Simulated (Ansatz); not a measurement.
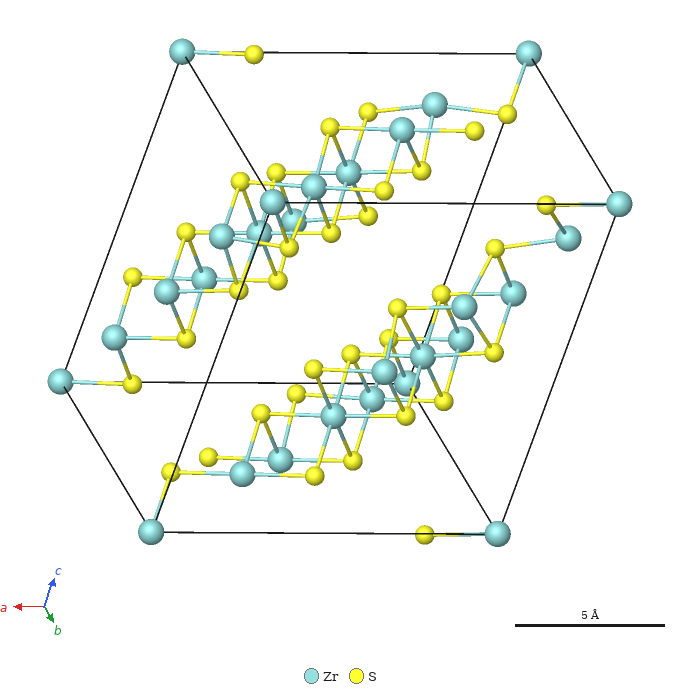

**Figure 1.** The input geometry (ball-and-stick view of the cell of the calculation, seen at an oblique angle). An atom can appear more than once, as a periodic image.

Zr16S31 (charge +1): geometry relaxation (part 1 of 4)

Zr16S31 (defect cell, 47 atoms in the cell, total charge +1), computed with DFT PBE, scalar-relativistic, plane waves, PAW, spin-polarised (Ansatz 0.2.0).

The structure derives from a Materials Project entry. It belongs to a series of runs on one base structure; here: S vacancy (site d), charge +1, atoms relaxed at the host's cell.

**The program's output**
```
Engine: ansatz 0.2.0, aarch64-unknown-linux-gnu
Pseudopotentials: kind: paw
Pseudopotential: Zr, paw, valence charge 12, recommended cutoff 420 eV (normal), Zr.paw.azcp
Pseudopotential: S, paw, valence charge 6, recommended cutoff 420 eV (normal), S.paw.azcp
Functional definition: PBE
  parameter kappa = 0.804
  parameter beta = 0.06672455060314922
  exchange = pbe_x(kappa = kappa, mu = beta*pi^2/3)
  correlation = pbe_c(beta = beta)
Crystal: 47 atoms, lattice volume = 1271.707 Å³
Basis set: ecut = 420 eV, 24871 PW (Γ), exchange–correlation on 160×160×160 points (8 copies of the dense FFT grid, shifted against one another)
Bands: 236, of which v1, the nominal top of the filled ones, is band 189 counted from 1 (188 counted from 0)
Symmetry: 2 space group operations
Space group: Cm (ITA 8), of the structure as read, at distance tolerance 1.1e-4 Å
Magnetic group: BNS 8.32 (UNI 39), of the structure as read, at distance tolerance 1.1e-4 Å
k-points: 4 of 8 (time reversal used)
Non-local potential: Zr, projectors of the file, l = 0: 3, l = 1: 2, l = 2: 2, l = 3: 2
Non-local potential: S, projectors of the file, l = 0: 2, l = 1: 2, l = 2: 2
PAW form: soft (Blöchl's): semilocal exchange-correlation on the pseudo side does not see the compensation charge
PAW one-centre angular grid: Zr, 590 points (default); XC on 64 Gauss nodes
PAW one-centre angular grid: S, 110 points (default); XC on 64 Gauss nodes
Initial density: superposition of atomic densities (chi_scale 0.1, normalization cell, long waves kept (reshape's long-wave potential 0.13 eV rms))
Starting moments: Σ|m| = 0.999 μB on 3 of 47 sites
Initial wavefunctions: pseudopotential atomic-orbital guess
Functional: x = pbe(κ = 0.804, μ = 0.2195149727645171), c = pbe(β = 0.06672455060314922)
SCF iter   1: F=—  HF=-95004.093139 eV  |F-HF|=—  |Δ(HF+E_count)|=         —  Δρ=2.33e-2 (↑2.30e-2 ↓2.33e-2)  dr2=9.85e1  dr2_m=2.57e-2  M=0.738 μB ∫|m|=1.028 μB  β_m=0.30  ethr=3.10e-3  ⟨swp⟩=5.2  Hψ=6928  notcnv=0  defer=207
Mixer restart at iter 1: flushing history
preconditioner: auto → Kerker (q_TF=auto, 2.228 Å⁻¹)  [metal: Δε(μ)=0.004 eV  Ē_g=6.707 eV  σ=0.010 eV  W_gap=0.20  n_scr=240 (ndim 8)  ℏωp=16.4 eV  f_vac=0.102  D(μ)=67.40/eV (n_scr^D=634)]
spin=Collinear: Kerker preconditioning applied to the charge; magnetization (m = ρ↑ − ρ↓) channel mixes plain (no charge-response kernel on spin).
SCF iter   2: F=—  HF=-94995.284601 eV  |F-HF|=—  |Δ(HF+E_count)|=    8.81e0  Δρ=1.61e-2 (↑1.56e-2 ↓1.61e-2)  dr2=5.04e1  dr2_m=1.49e-2  M=0.137 μB ∫|m|=0.532 μB  β_m=0.60  ethr=3.10e-3  ⟨swp⟩=2.8  Hψ=3014  notcnv=0  defer=290
preconditioner: auto → Resta (q_TF=auto, 2.228 Å⁻¹)  ε∞=6.7  [insulator: Δε(μ)=0.012 eV  Ē_g=6.905 eV  σ=0.010 eV  W_gap=0.60  n_scr=240 (ndim 8)  ℏωp=16.4 eV  f_vac=0.081  D(μ)=28.81/eV (n_scr^D=172)  ε∞_Penn≈6.7]
spin=Collinear: Resta preconditioning applied to the charge; magnetization (m = ρ↑ − ρ↓) channel mixes plain (no charge-response kernel on spin).
SCF iter   3: F=—  HF=-94984.688802 eV  |F-HF|=—  |Δ(HF+E_count)|=    1.06e1  Δρ=4.44e-3 (↑4.44e-3 ↓4.41e-3)  dr2=5.36e0  dr2_m=1.58e-3  M=-0.322 μB ∫|m|=0.449 μB  β_m=0.67  ethr=3.10e-3  ⟨swp⟩=3.0  Hψ=3045  notcnv=0  defer=290
SCF iter   4: F=—  HF=-94983.710295 eV  |F-HF|=—  |Δ(HF+E_count)|=   9.79e-1  Δρ=2.29e-3 (↑2.28e-3 ↓2.29e-3)  dr2=8.05e-1  dr2_m=4.87e-4  M=-0.470 μB ∫|m|=0.511 μB  β_m=0.84  ethr=1.42e-3  ⟨swp⟩=2.0  Hψ=2938  notcnv=0  defer=309
SCF iter   5: F=—  HF=-94983.720851 eV  |F-HF|=—  |Δ(HF+E_count)|=   1.06e-2  Δρ=1.10e-3 (↑1.02e-3 ↓1.10e-3)  dr2=1.76e-1  dr2_m=1.86e-4  M=-0.499 μB ∫|m|=0.559 μB  β_m=0.82  ethr=2.13e-4  ⟨swp⟩=2.0  Hψ=2660  notcnv=0  defer=309
SCF iter   6: F=—  HF=-94983.760933 eV  |F-HF|=—  |Δ(HF+E_count)|=         —  Δρ=5.09e-4 (↑4.61e-4 ↓5.09e-4)  dr2=3.30e-2  dr2_m=8.32e-5  M=-0.497 μB ∫|m|=0.569 μB  β_m=0.82  ethr=4.68e-5  ⟨swp⟩=2.0  Hψ=2707  notcnv=0  defer=309
SCF iter   7: F=—  HF=-94983.782575 eV  |F-HF|=—  |Δ(HF+E_count)|=   2.16e-2  Δρ=1.97e-4 (↑1.93e-4 ↓1.97e-4)  dr2=4.94e-3  dr2_m=8.62e-6  M=-0.499 μB ∫|m|=0.573 μB  β_m=0.91  ethr=8.76e-6  ⟨swp⟩=2.0  Hψ=2705  notcnv=0  defer=309
SCF iter   8: F=—  HF=-94983.788447 eV  |F-HF|=—  |Δ(HF+E_count)|=   5.87e-3  Δρ=1.38e-4 (↑1.08e-4 ↓1.38e-4)  dr2=3.22e-3  dr2_m=1.04e-5  M=-0.499 μB ∫|m|=0.572 μB  β_m=0.91  ethr=1.31e-6  ⟨swp⟩=2.0  Hψ=2887  notcnv=0  defer=309
SCF iter   9: F=—  HF=-94983.790597 eV  |F-HF|=—  |Δ(HF+E_count)|=   2.15e-3  Δρ=4.54e-5 (↑3.86e-5 ↓4.54e-5)  dr2=3.53e-4  dr2_m=8.97e-7  M=-0.499 μB ∫|m|=0.572 μB  β_m=0.94  ethr=8.54e-7  ⟨swp⟩=2.0  Hψ=2676  notcnv=0  defer=309
SCF iter  10: F=—  HF=-94983.790893 eV  |F-HF|=—  |Δ(HF+E_count)|=   2.96e-4  Δρ=2.54e-5 (↑2.31e-5 ↓2.54e-5)  dr2=1.11e-4  dr2_m=1.00e-7  M=-0.499 μB ∫|m|=0.572 μB  β_m=0.96  ethr=9.37e-8  ⟨swp⟩=2.0  Hψ=2637  notcnv=0  defer=309
SCF iter  11: F=—  HF=-94983.790954 eV  |F-HF|=—  |Δ(HF+E_count)|=   6.06e-5  Δρ=1.21e-5 (↑1.14e-5 ↓1.21e-5)  dr2=2.39e-5  dr2_m=1.18e-8  M=-0.499 μB ∫|m|=0.571 μB  β_m=0.88  ethr=2.95e-8  ⟨swp⟩=2.0  Hψ=2668  notcnv=0  defer=309
SCF iter  12: F=-94983.790954 eV  HF=-94983.790954 eV  |F-HF|=1.82e-8  |Δ(HF+E_count)|=   2.07e-7  Δρ=4.89e-6 (↑4.87e-6 ↓4.89e-6)  dr2=3.77e-6  dr2_m=1.70e-9  M=-0.499 μB ∫|m|=0.571 μB  ethr=4.14e-9  ⟨swp⟩=19.2  Hψ=17419  notcnv=0
SCF 1 converged in 12 iterations: F = -94983.790954 eV  dr2 = 3.77e-6
  greatest PAW one-centre occupation: 0.996 electrons in one spin orbital (limit 2), on the Zr atom at site 15 (counted from 0), in its partial waves of l = 0
relax step   1: F+E_penalty+E_count = -94983.79095402 eV  Δ(F+E_penalty+E_count) = +0.000e0 eV  max|allowed force component| = 8.609e-2 eV/Å  Δτ_max = 0.0000 Å  (12 SCF iters, dr2 threshold 1.56e-5 eV, accepted)
Initial density: handed on by an earlier stage of this run
Starting moments: Σ|m| = 0.999 μB on 3 of 47 sites; this step starts from the density that it was given
Initial wavefunctions: those handed on with the density
iter 1 solved again at ethr=7.34e-6 eV; its pass at ethr=3.10e-3 eV (dr2=2.77e-2 eV) is discarded
SCF iter   1: F=—  HF=-94983.785963 eV  |F-HF|=—  |Δ(HF+E_count)|=         —  Δρ=7.67e-4 (↑7.28e-4 ↓7.67e-4)  dr2=2.75e-2  dr2_m=1.49e-4  M=-0.499 μB ∫|m|=0.570 μB  β_m=0.65  ethr=7.34e-6  ⟨swp⟩=2.0  Hψ=5257  notcnv=0  defer=316
preconditioner: auto → Resta (q_TF=auto, 2.228 Å⁻¹)  ε∞=6.3  [insulator: Δε(μ)=0.011 eV  Ē_g=7.166 eV  σ=0.010 eV  W_gap=0.57  n_scr=240 (ndim 8)  ℏωp=16.4 eV  f_vac=0.162  D(μ)=22.41/eV (n_scr^D=128)  ε∞_Penn≈6.3]
spin=Collinear: Resta preconditioning applied to the charge; magnetization (m = ρ↑ − ρ↓) channel mixes plain (no charge-response kernel on spin).
SCF iter   2: F=—  HF=-94983.783816 eV  |F-HF|=—  |Δ(HF+E_count)|=   2.15e-3  Δρ=2.79e-4 (↑2.73e-4 ↓2.79e-4)  dr2=2.68e-3  dr2_m=2.05e-5  M=-0.499 μB ∫|m|=0.569 μB  β_m=0.57  ethr=7.29e-6  ⟨swp⟩=2.0  Hψ=2685  notcnv=0  defer=316
SCF iter   3: F=—  HF=-94983.783772 eV  |F-HF|=—  |Δ(HF+E_count)|=   4.34e-5  Δρ=1.24e-4 (↑1.19e-4 ↓1.24e-4)  dr2=6.00e-4  dr2_m=5.37e-6  M=-0.499 μB ∫|m|=0.569 μB  β_m=0.71  ethr=7.11e-7  ⟨swp⟩=2.1  Hψ=2524  notcnv=0  defer=316
SCF iter   4: F=—  HF=-94983.783828 eV  |F-HF|=—  |Δ(HF+E_count)|=   5.59e-5  Δρ=2.72e-5 (↑2.69e-5 ↓2.72e-5)  dr2=6.95e-5  dr2_m=1.68e-7  M=-0.499 μB ∫|m|=0.568 μB  β_m=0.80  ethr=1.59e-7  ⟨swp⟩=2.0  Hψ=2736  notcnv=0  defer=316
SCF iter   5: F=—  HF=-94983.783850 eV  |F-HF|=—  |Δ(HF+E_count)|=   2.16e-5  Δρ=1.31e-5 (↑1.02e-5 ↓1.31e-5)  dr2=2.51e-5  dr2_m=1.04e-7  M=-0.499 μB ∫|m|=0.568 μB  β_m=0.82  ethr=1.84e-8  ⟨swp⟩=2.0  Hψ=2841  notcnv=0  defer=316
SCF iter   6: F=—  HF=-94983.783853 eV  |F-HF|=—  |Δ(HF+E_count)|=   3.62e-6  Δρ=5.23e-6 (↑4.93e-6 ↓5.23e-6)  dr2=4.61e-6  dr2_m=5.90e-9  M=-0.499 μB ∫|m|=0.568 μB  β_m=0.91  ethr=6.66e-9  ⟨swp⟩=2.0  Hψ=2566  notcnv=0  defer=316
SCF iter   7: F=—  HF=-94983.783854 eV  |F-HF|=—  |Δ(HF+E_count)|=   9.48e-7  Δρ=2.71e-6 (↑2.55e-6 ↓2.71e-6)  dr2=9.65e-7  dr2_m=1.15e-9  M=-0.499 μB ∫|m|=0.568 μB  β_m=0.86  ethr=1.22e-9  ⟨swp⟩=2.0  Hψ=2730  notcnv=0  defer=316
SCF iter   8: F=—  HF=-94983.783855 eV  |F-HF|=—  |Δ(HF+E_count)|=   4.00e-7  Δρ=1.19e-6 (↑1.07e-6 ↓1.19e-6)  dr2=2.14e-7  dr2_m=3.97e-10  M=-0.499 μB ∫|m|=0.568 μB  β_m=0.93  ethr=2.56e-10  ⟨swp⟩=2.0  Hψ=2705  notcnv=0  defer=316
SCF iter   9: F=—  HF=-94983.783855 eV  |F-HF|=—  |Δ(HF+E_count)|=   1.41e-7  Δρ=6.35e-7 (↑5.94e-7 ↓6.35e-7)  dr2=4.75e-8  dr2_m=4.85e-11  M=-0.499 μB ∫|m|=0.568 μB  β_m=0.97  ethr=5.69e-11  ⟨swp⟩=2.0  Hψ=2737  notcnv=0  defer=316
SCF iter  10: F=-94983.783855 eV  HF=-94983.783855 eV  |F-HF|=2.09e-8  |Δ(HF+E_count)|=   2.15e-8  Δρ=3.90e-7 (↑3.63e-7 ↓3.90e-7)  dr2=2.84e-8  dr2_m=1.34e-11  M=-0.499 μB ∫|m|=0.568 μB  ethr=1.26e-11  ⟨swp⟩=13.2  Hψ=13907  notcnv=0
SCF 2 converged in 10 iterations: F = -94983.783855 eV  dr2 = 2.84e-8
relax step   2: F+E_penalty+E_count = -94983.78385481 eV  Δ(F+E_penalty+E_count) = +7.099e-3 eV  max|allowed force component| = 1.192e-1 eV/Å  Δτ_max = 0.0366 Å  (10 SCF iters, rejected (line search))
SCF iter   1: F=—  HF=-94983.800388 eV  |F-HF|=—  |Δ(HF+E_count)|=         —  Δρ=4.78e-4 (↑4.59e-4 ↓4.78e-4)  dr2=1.27e-2  dr2_m=4.22e-5  M=-0.499 μB ∫|m|=0.568 μB  β_m=0.65  ethr=2.94e-5  ⟨swp⟩=3.0  Hψ=3727  notcnv=0  defer=316
preconditioner: auto → Resta (q_TF=auto, 2.228 Å⁻¹)  ε∞=6.3  [insulator: Δε(μ)=0.011 eV  Ē_g=7.157 eV  σ=0.010 eV  W_gap=0.57  n_scr=240 (ndim 8)  ℏωp=16.4 eV  f_vac=0.160  D(μ)=22.72/eV (n_scr^D=136)  ε∞_Penn≈6.3]
spin=Collinear: Resta preconditioning applied to the charge; magnetization (m = ρ↑ − ρ↓) channel mixes plain (no charge-response kernel on spin).
SCF iter   2: F=—  HF=-94983.800386 eV  |F-HF|=—  |Δ(HF+E_count)|=   1.13e-6  Δρ=1.77e-4 (↑1.75e-4 ↓1.77e-4)  dr2=1.16e-3  dr2_m=5.69e-6  M=-0.499 μB ∫|m|=0.569 μB  β_m=0.56  ethr=3.36e-6  ⟨swp⟩=2.9  Hψ=3016  notcnv=0  defer=316
SCF iter   3: F=—  HF=-94983.800371 eV  |F-HF|=—  |Δ(HF+E_count)|=   1.51e-5  Δρ=8.15e-5 (↑8.00e-5 ↓8.15e-5)  dr2=2.63e-4  dr2_m=1.48e-6  M=-0.499 μB ∫|m|=0.569 μB  β_m=0.72  ethr=3.09e-7  ⟨swp⟩=2.1  Hψ=2373  notcnv=0  defer=316
SCF iter   4: F=—  HF=-94983.800390 eV  |F-HF|=—  |Δ(HF+E_count)|=   1.83e-5  Δρ=1.59e-5 (↑1.59e-5 ↓1.55e-5)  dr2=2.00e-5  dr2_m=2.53e-8  M=-0.499 μB ∫|m|=0.569 μB  β_m=0.81  ethr=6.98e-8  ⟨swp⟩=2.0  Hψ=2563  notcnv=0  defer=316
SCF iter   5: F=—  HF=-94983.800402 eV  |F-HF|=—  |Δ(HF+E_count)|=   1.25e-5  Δρ=6.41e-6 (↑5.64e-6 ↓6.41e-6)  dr2=6.60e-6  dr2_m=1.13e-8  M=-0.499 μB ∫|m|=0.569 μB  β_m=0.90  ethr=5.31e-9  ⟨swp⟩=2.0  Hψ=2857  notcnv=0  defer=316
SCF iter   6: F=—  HF=-94983.800404 eV  |F-HF|=—  |Δ(HF+E_count)|=   1.57e-6  Δρ=3.41e-6 (↑3.02e-6 ↓3.41e-6)  dr2=1.93e-6  dr2_m=3.06e-9  M=-0.499 μB ∫|m|=0.569 μB  β_m=0.95  ethr=1.75e-9  ⟨swp⟩=2.0  Hψ=2635  notcnv=0  defer=316
SCF iter   7: F=—  HF=-94983.800404 eV  |F-HF|=—  |Δ(HF+E_count)|=   1.63e-7  Δρ=2.02e-6 (↑1.70e-6 ↓2.02e-6)  dr2=6.57e-7  dr2_m=1.49e-9  M=-0.499 μB ∫|m|=0.569 μB  β_m=0.88  ethr=5.13e-10  ⟨swp⟩=2.0  Hψ=2635  notcnv=0  defer=316
SCF iter   8: F=—  HF=-94983.800404 eV  |F-HF|=—  |Δ(HF+E_count)|=   1.89e-7  Δρ=8.94e-7 (↑7.63e-7 ↓8.94e-7)  dr2=1.26e-7  dr2_m=2.72e-10  M=-0.499 μB ∫|m|=0.569 μB  β_m=0.94  ethr=1.74e-10  ⟨swp⟩=2.0  Hψ=2568  notcnv=0  defer=316
SCF iter   9: F=—  HF=-94983.800404 eV  |F-HF|=—  |Δ(HF+E_count)|=   4.83e-8  Δρ=4.83e-7 (↑4.34e-7 ↓4.83e-7)  dr2=3.09e-8  dr2_m=5.25e-11  M=-0.499 μB ∫|m|=0.569 μB  β_m=0.95  ethr=3.34e-11  ⟨swp⟩=2.0  Hψ=2665  notcnv=0  defer=316
SCF iter  10: F=-94983.800404 eV  HF=-94983.800404 eV  |F-HF|=9.33e-9  |Δ(HF+E_count)|=   9.66e-9  Δρ=2.66e-7 (↑2.53e-7 ↓2.66e-7)  dr2=1.30e-8  dr2_m=3.70e-12  M=-0.499 μB ∫|m|=0.569 μB  ethr=8.19e-12  ⟨swp⟩=12.4  Hψ=12934  notcnv=0
SCF 3 converged in 10 iterations: F = -94983.800404 eV  dr2 = 1.30e-8
relax step   3: F+E_penalty+E_count = -94983.80040417 eV  Δ(F+E_penalty+E_count) = -9.450e-3 eV  max|allowed force component| = 2.442e-2 eV/Å  Δτ_max = 0.0140 Å  (10 SCF iters, accepted)
```

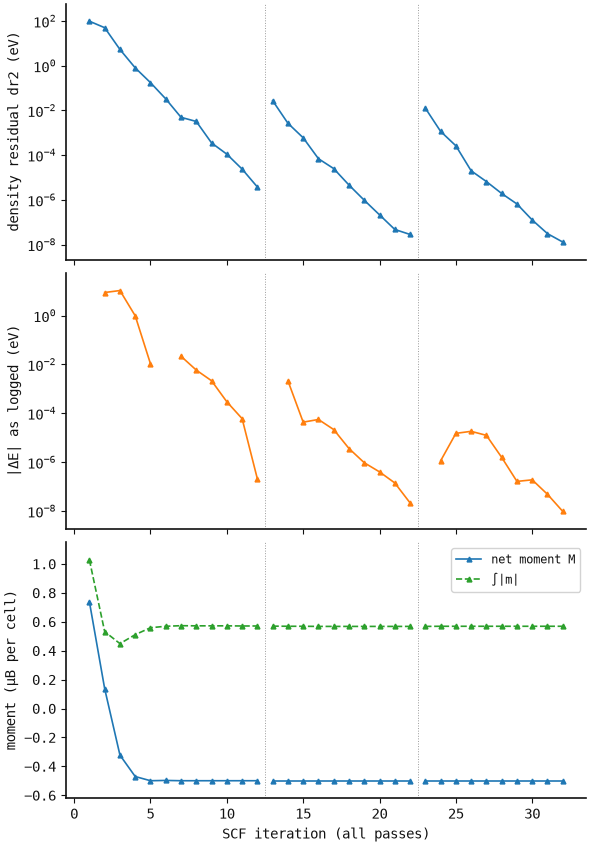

**Figure 2.** Convergence of the self-consistent field: density residual dr2, size of the energy change and magnetic moment against the SCF iteration. The dotted lines part the SCF passes of the relaxation: geometry steps, rejected trials and re-solves on a re-selected basis. The passes take 12, 10 and 10 iterations. The net moment goes from 0.7 to −0.5 μB per cell.

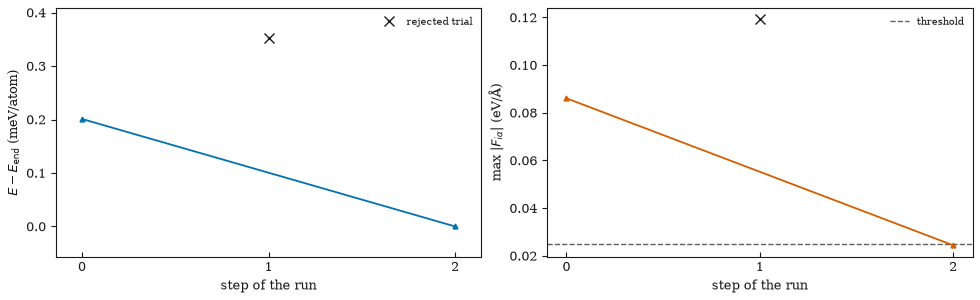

**Figure 3.** Progress of the relaxation, step by step (the first geometry is step 0 here and step 1 in the log). The largest moves, 0.014 Å, are those of S32, S34 and S35. By element the largest moves are S 0.014 Å, Zr 0.010 Å. The cell stays as it was. Distances before and after: Zr2–S26 2.625 → 2.614 Å, Zr14–S44 2.609 → 2.601 Å, Zr10–S19 2.613 → 2.605 Å, Zr1–S38 2.579 → 2.573 Å. The energy falls by 0.2 meV per atom in 2 geometry steps. Largest force component: 0.086 eV/Å at the start, 0.024 eV/Å at the end. The line search rejected the trial step at point 1 (counted from 0) and went back. (Atoms are counted from 1 in the order of the input.)
